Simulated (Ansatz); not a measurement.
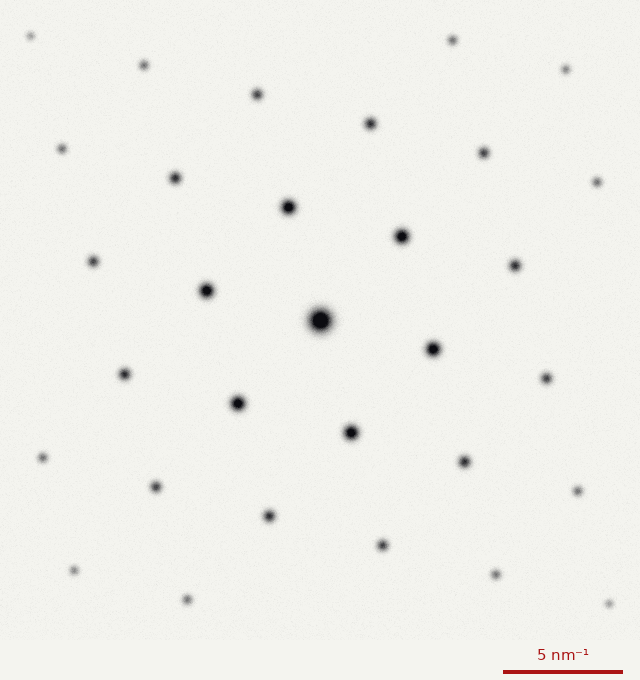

The pattern is a kinematic simulation for 200 kV electrons (no multiple scattering; isotropic B = 1 Å²).

Phase: Cu, space group Im-3m (No. 229), a = 2.865 Å. Structure: the input geometry of an electronic-structure calculation (not necessarily at equilibrium); the starting structure was generated, so it need not be a known form of this composition.

> Which low-index zone axis gives this pattern?

The spots form a hexagonal net with both shortest vectors at d = 2.03 Å, 60.0° apart. They index as -1 1 0 and -1 0 1, so the zone axis is [111] (or an equivalent direction of <111>).
